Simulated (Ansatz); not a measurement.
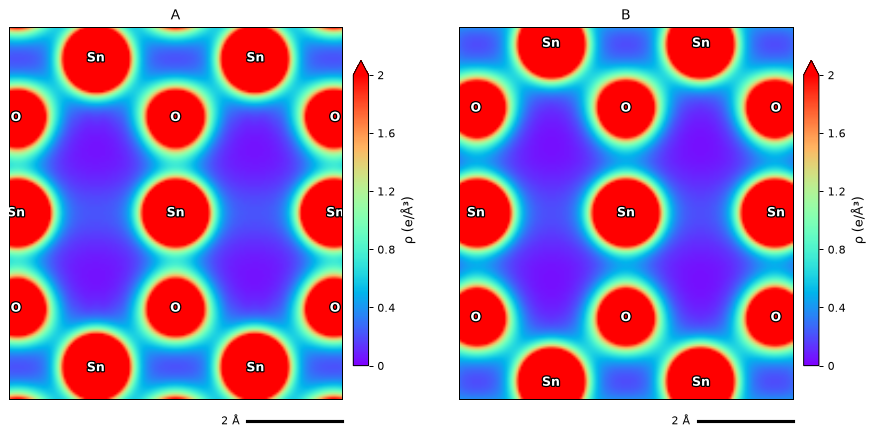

SnO₂. The valence electron density of two cells that differ in size and shape, on the (110) plane of each (indices in the axes of the calculation cell), at one length scale and on one colour scale: B has 13.4 Å³ an atom and A 11.9.

Space group P4₂/mnm; a structure from a database of computed crystals, not necessarily the ambient phase.

These are results of Ansatz 0.2.0, DFT PBE, scalar-relativistic, plane waves, PAW, not measurements.

### What does the compression do to the bonding and the properties?

From the larger cell to the smaller, Sn–O goes from 2.09 to 2.01 Å, and the density at its midpoint from 0.64 to 0.75 e/Å³; the pressure goes from −6 to 9 GPa; the Kohn–Sham gap goes from 0.45 eV to 1.1 eV.
